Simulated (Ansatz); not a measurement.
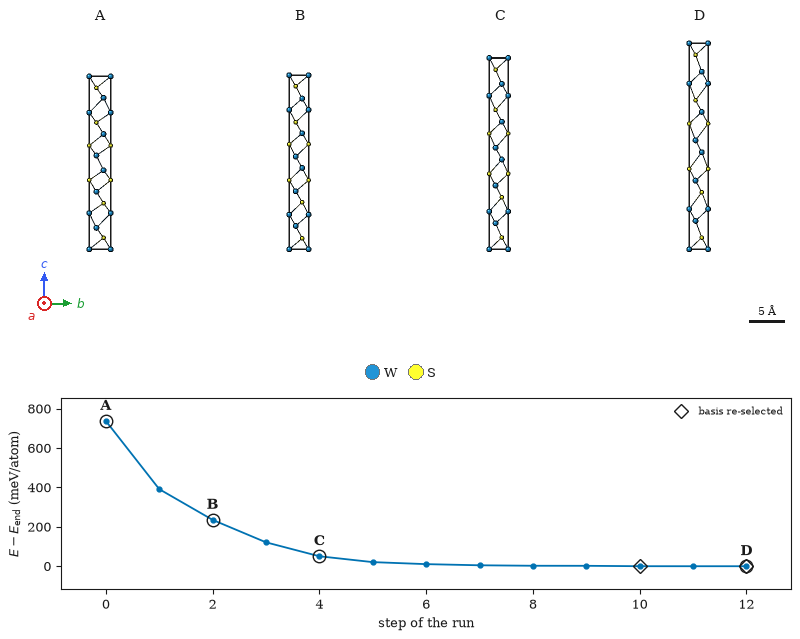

Frames of a relaxation of a crystal of W₃S₂ (built on the tetradymite_166 type) (coarse preliminary run), marked on the history of the run. Style: ball-and-stick. Shown: the conventional cell (3 times the calculation's cell), along the a axis. Lengths and directions refer to the drawn axes.

Case: tetradymite type (R-3m, No. 166).

Theory: Ansatz, DFT PBE, scalar-relativistic, plane waves, PAW. Settings: plane-wave cutoff 420 eV; k-point mesh 6 × 6 × 6; occupations gaussian; smearing width 0.1 eV; no spin polarisation; cell and atoms relaxed; force threshold 0.04 eV/Å; at most 70 steps.

Question: Describe the path.

Answer: The energy falls by 738 meV per atom in 10 accepted moves (12 points after the start). The largest force component goes from 2 to 0.0052 eV/Å. Pressure: −22.93 GPa at the start and 0.06 GPa at the end. The SCF was repeated twice at an unchanged geometry on a basis and grid sized afresh for the cell, which shifted the energy by 2.0 meV per atom at most. The largest moves relative to the cell, 0.41 Å, are those of W atoms. By element the largest moves are W 0.41 Å, S 0.30 Å. Cell: a = b 3.571 → 3.131 Å (−12.3 %), c 24.831 → 29.590 Å (+19.2 %). Volume −8.4 %. Some distances before and after: S–W 2.503 → 3.008 Å, W–W 2.962 → 2.485 Å, W–W 3.571 → 3.131 Å, S–W 2.644 → 2.464 Å. Bond angles that change, for instance: W–S–W 91.0° → 62.7°, S–W–S 91.0° → 62.7°, W–S–W 91.9° → 108.8°. The space group stays R-3m (No. 166). Cost: 83 s on 1 thread of Intel(R) Xeon(R) Platinum 8488C (Sapphire Rapids), with other jobs on the host, peak memory 0.43 GiB. From step 0 to 2: W atoms move most (0.26 Å), volume −18.2 %, energy −502 meV per atom. From step 2 to 4: W atoms move most (0.05 Å), volume +4.9 %, energy −185 meV per atom. From step 4 to 12: S atoms move most (0.15 Å), volume +6.7 %, energy −50.6 meV per atom.
